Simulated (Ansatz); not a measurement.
**Rb: geometry relaxation (part 2 of 2)**

The same run, continued: Rb (I4/mmm, 2 atoms in the cell); DFT PBEsol, scalar-relativistic, plane waves, PAW, no spin polarisation (Ansatz 0.2.0); cutoff 420 eV, 10×10×10 k-mesh, Gaussian smearing of 0.1 eV. The structure derives from an entry of the Crystallography Open Database. It belongs to a series of runs on one base structure; here: biaxial strain in the a-b plane, c and atoms relaxed: +6.0 %.

Geometry of the input (Å; fractional positions):
```
5.9062  0.0000  0.0000
0.0000  5.9062  0.0000
0.0000  0.0000  5.3713
Rb 0.0000  0.0000  0.0000
Rb 0.5000  0.5000  0.5000
```

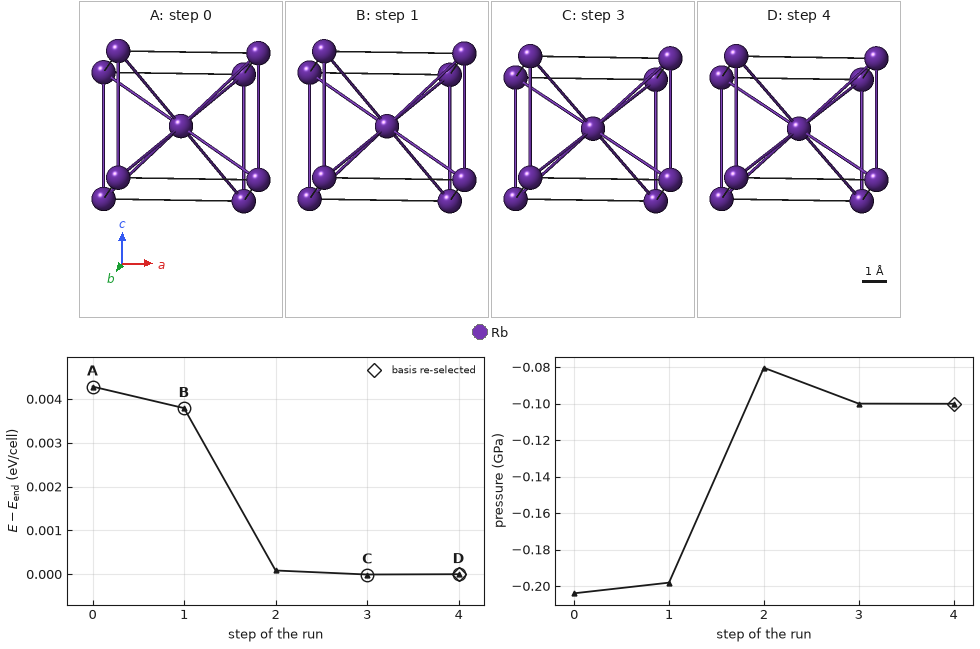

*Frames of the relaxation (ball-and-stick view of the cell of the calculation, seen at an oblique angle) above the curves, on which the letters mark them (the first geometry is step 0 here and step 1 in the log).*

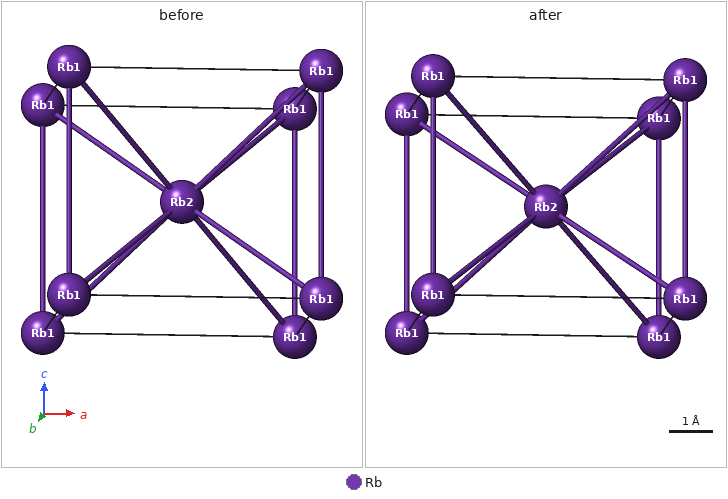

*Before (left) and after (right) the relaxation, at one scale (ball-and-stick view of the cell of the calculation, seen at an oblique angle).*

After 3 geometry steps the energy has fallen by 4.3 meV per cell of the calculation. All forces vanish by symmetry, so only the cell relaxes. The pressure goes from −0.20 to −0.10 GPa. No atom moves by more than 0.005 Å relative to the cell. Cell: a = b stay at 5.906 Å, c 5.371 → 5.151 Å (−4.1 %). Volume −4.1 %. Among the contacts that change: Rb1–Rb1 5.371 → 5.151 Å, Rb1–Rb2 4.965 → 4.906 Å. The space group stays I4/mmm (No. 139). A last SCF at the same geometry on a re-selected plane-wave basis shifts the energy by +0.0 meV per cell of the calculation. (Atoms are counted from 1 in the order of the input.)

```
basis re-selected at this cell: Δ(F+E_penalty+E_count) = +6.850e-6 eV, ΔP = -0.000 GPa vs the last step (what re-selecting the basis moved, of the pressure what is left beyond the Pulay correction that the steps carried, after the strain that the cell walked since its last selection, with what the two solves' SCF thresholds leave and, on support functions, any second-order correction that the steps lacked; it is no measure of the basis error at this ecutwfc). This SCF's stress stands 3.93e-3 GPa from its target on what of the cell is left free (relax.cell.stress_tol is 1.50e-2 GPa) and its largest allowed force component is 1.89e-30 eV/Å (relax.f_tol is 8.00e-3 eV/Å): within both
SCF converged after 6 iterations
Free energy (F): -6433.981873 eV
Harris-Foulkes:  -6433.981873 eV  (|F-HF|=0.00e0)
Internal energy: -6433.973220 eV  (E = F + TS)
E sigma→0 (E₀):  -6433.977547 eV
Entropy (-TS):   -0.008653 eV (-4.327 meV/atom)
Fermi energy:    1.921201 eV
--- Per-component energies (eV) ---
  E_band       = -237.379776
  E_kinetic    = 381.605587
  E_local      = -1416.133081  (includes V_loc(G=0)·N_el)
  E_nonlocal   = 350.273571
  E_hartree    = 395.791900
  E_xc         = -255.439321
  E_vxc        = -268.449198  (∫ρ·V_xc dr)
  E_paw        = -5138.550666  (= ΣΔE_a)
  E_vpaw       = -76.260435  (= ΣTr[D̂ρ^β])
  E_aug_tail   = -0.000002  (compensation charges beyond the density's cutoff)
  E_ewald      = -751.768549
  E_core_change = 0.247341  (= ΣΔE_core)
  E_smearing   = -0.008653  (= −TS)
  E_closure    = -0.000000  (closes the sum)
  Σ components = -6433.981873   (vs F -6433.981873, Δ=0.00e0)
--- Forces (eV/Å), atoms counted from 1 ---
  atom   1  Rb     0.00000000     0.00000000     0.00000000
  atom   2  Rb     0.00000000     0.00000000    -0.00000000
  max |Σ_I F_I| component: 1.04e-29 eV/Å
--- Stress (GPa, compression-positive) ---
       -0.148202       0.000000       0.000000
        0.000000      -0.148202       0.000000
        0.000000       0.000000      -0.003932
  P = ⅓ Tr σ = -0.1001 GPa (-1.001 kbar)
--- Band table (eV; the first three rows and the last of 126) ---
  k-point 0: bands = ["-26.9217", "-26.9141", "-11.0435", "-11.0435", "-11.0162", "-10.9654", "-10.9654", "-10.9633", "-0.0632", "3.0170", "3.3192", "4.7671", "4.7671"]
  k-point 1: bands = ["-26.9214", "-26.9142", "-11.0412", "-11.0412", "-11.0189", "-10.9687", "-10.9669", "-10.9669", "0.0091", "3.0700", "3.3106", "4.7412", "4.7412"]
  k-point 2: bands = ["-26.9206", "-26.9145", "-11.0347", "-11.0347", "-11.0256", "-10.9832", "-10.9716", "-10.9716", "0.2222", "3.1732", "3.2288", "4.6828", "4.6828"]
  k-point 125: bands = ["-26.9167", "-26.9167", "-11.0297", "-11.0297", "-11.0092", "-11.0092", "-11.0092", "-11.0092", "3.2045", "3.2045", "3.2045", "3.2045", "3.3490"]
--- Relaxed structure (4 steps of the walk, 4 accepted, 1 SCFs on fresh bases) ---
  F+E_penalty+E_count = -6433.98187348 eV   max|allowed force component| = 1.886e-30 eV/Å   (the final SCF, on the basis selected at the relaxed cell)
  cell:  # Å, volume = 179.6684 Å³
    - [5.9061590106, -2.486834434145801e-129, 0.0]
    - [-2.486834434145801e-129, 5.9061590106, 0.0]
    - [0.0, 0.0, 5.150643456416552]
  atoms:
    - { symbol: Rb, position: [0.0, 0.0, 0.0] }
    - { symbol: Rb, position: [0.5, 0.5, 0.49999999999999994] }
```

### Trajectory as extended XYZ (Å, eV, eV/Å), 5 frames, from step=1 to step=5
```
2
Lattice="5.9062 0.0000 0.0000 0.0000 5.9062 0.0000 0.0000 0.0000 5.3713" Properties=species:S:1:pos:R:3:forces:R:3 step=1 energy=-6433.97759 pressure_GPa=-0.20
Rb    0.0000    0.0000    0.0000    0.0000   0.0000   0.0000
Rb    2.9531    2.9531    2.6856    0.0000   0.0000   0.0000
2
Lattice="5.9062 0.0000 0.0000 0.0000 5.9062 0.0000 0.0000 0.0000 5.3574" Properties=species:S:1:pos:R:3:forces:R:3 step=2 energy=-6433.97808 pressure_GPa=-0.20
Rb    0.0000    0.0000    0.0000    0.0000   0.0000   0.0000
Rb    2.9531    2.9531    2.6787    0.0000   0.0000   0.0000
2
Lattice="5.9062 0.0000 0.0000 0.0000 5.9062 0.0000 0.0000 0.0000 5.1142" Properties=species:S:1:pos:R:3:forces:R:3 step=3 energy=-6433.98179 pressure_GPa=-0.08
Rb    0.0000    0.0000    0.0000    0.0000   0.0000   0.0000
Rb    2.9531    2.9531    2.5571    0.0000   0.0000   0.0000
2
Lattice="5.9062 0.0000 0.0000 0.0000 5.9062 0.0000 0.0000 0.0000 5.1506" Properties=species:S:1:pos:R:3:forces:R:3 step=4 energy=-6433.98188 pressure_GPa=-0.10
Rb    0.0000    0.0000    0.0000    0.0000   0.0000   0.0000
Rb    2.9531    2.9531    2.5753    0.0000   0.0000   0.0000
2
Lattice="5.9062 0.0000 0.0000 0.0000 5.9062 0.0000 0.0000 0.0000 5.1506" Properties=species:S:1:pos:R:3:forces:R:3 step=5 energy=-6433.98187 pressure_GPa=-0.10
Rb    0.0000    0.0000    0.0000    0.0000   0.0000   0.0000
Rb    2.9531    2.9531    2.5753    0.0000   0.0000   0.0000
```

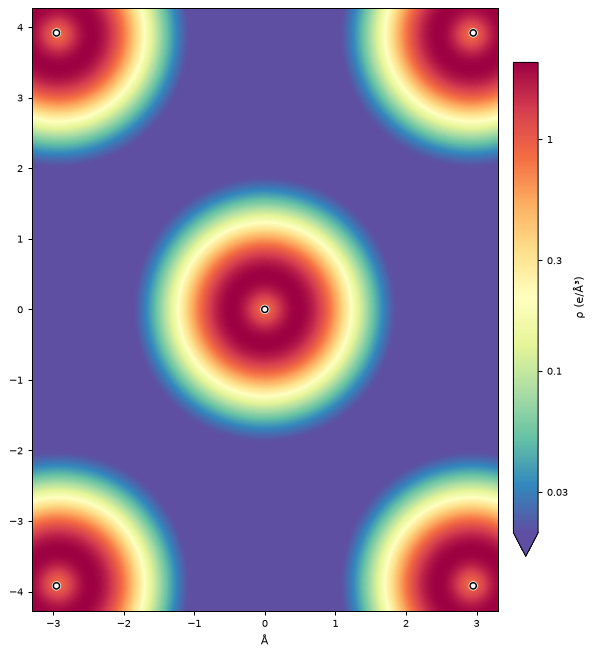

*Valence pseudo-density on the (011) plane of the conventional cell. Circles mark the nuclei in the plane (Rb).*

The section cuts through Rb sites. Rb–Rb (4.91 Å): the density is about 0.01 e/Å³ at the midpoint. Away from the nuclei the density in this plane falls to 0.01 e/Å³ at its lowest. Core electrons are frozen (PAW), so the fields are smoothed inside the atomic spheres.

### Results in brief

| quantity | value |
| --- | --- |
| outcome | converged |
| space group (tolerance 0.01 Å) | I4/mmm (139) |
| electrons treated | 18 |
| free energy | −6433.9819 eV |
| Fermi energy | 1.921 eV |
| gap on the k-point mesh | none (metallic) |
| pressure | −0.10 GPa |
| final volume | 179.67 Å³ |
| largest force (length of the vector) at the end | under 0.001 eV/Å |
| final cell | a = 5.906 Å, b = 5.906 Å, c = 5.151 Å, α = 90.00°, β = 90.00°, γ = 90.00° |
| wall time | 2.4 min |
| peak memory | 0.57 GiB |
